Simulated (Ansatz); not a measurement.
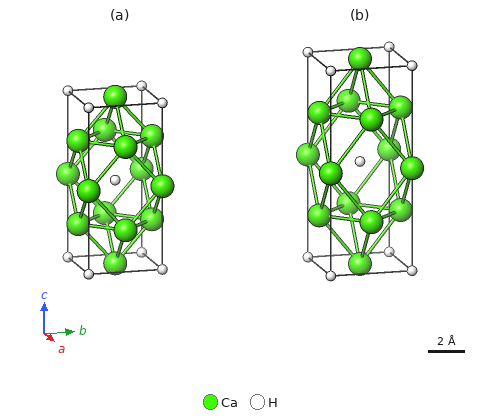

The structure of solid Ca3H (built on the TiAl3 (D0_22)_139 type) (coarse preliminary run) before (left) and after (right) a relaxation, at one scale.

A ball-and-stick model of the conventional cell (2 times the calculation's cell), seen slightly off an axis. Lengths and directions refer to the drawn axes.

Case: TiAl3 (D0_22) type (I4/mmm, No. 139).

Computed with DFT PBE, scalar-relativistic, plane waves, PAW in Ansatz.

Input file:
```yaml
crystal:
  lattice:
    - [-2.1683824204, 2.1683824204, 4.8436594325]
    - [2.1683824204, -2.1683824204, 4.8436594325]
    - [2.1683824204, 2.1683824204, -4.8436594325]
  atoms:
    - { symbol: Ca, position: [0.5, 0.5, 0.0] }
    - { symbol: Ca, position: [0.25, 0.75, 0.5] }
    - { symbol: Ca, position: [0.75, 0.25, 0.5] }
    - { symbol: H, position: [0.0, 0.0, 0.0] }
basis:
  ecutwfc: 420
kpoints:
  mp_grid: { grid: [6, 6, 6] }
hamiltonian:
  xc: pbe
scf:
  occupations: { method: gaussian, width: 0.1 }
  lower_state_search: "off"
output:
  forces: true
  stress: true
  eigenvalues: true
relax:
  adjacent_minimum: "off"
  f_tol: 0.04
  max_steps: 70
  cell: { stress_tol: 0.4 }
```

Run as
```bash
ansatz run input.yaml --threads 1 --pin off --max-ram 2560MiB --backend cpu --events-out ev --progress --plain --runs-dir out
```

What changed between the two?

The energy falls by 1.389 eV per cell of the calculation in 6 accepted moves (8 points after the start). All forces vanish by symmetry, so only the cell relaxes. Pressure: 11.75 GPa at the start and 0.14 GPa at the end. At 2 points the geometry stayed and the basis and grid were re-selected for the new cell (energy shift of 30.8 meV per cell of the calculation at most each time). The atoms keep their places relative to the cell (all moves are under 0.005 Å). Cell: a = b 4.337 → 4.778 Å (+10.2 %), c 9.687 → 11.928 Å (+23.1 %). Volume +49.5 %. Near-neighbour distances that change, for instance: Ca1–Ca2 3.251 → 3.821 Å, Ca2–Ca3 3.067 → 3.379 Å. The space group stays I4/mmm (No. 139). The run took 36 s on 1 thread of Arm Neoverse V1, with other jobs on the host, peak memory 0.43 GiB.
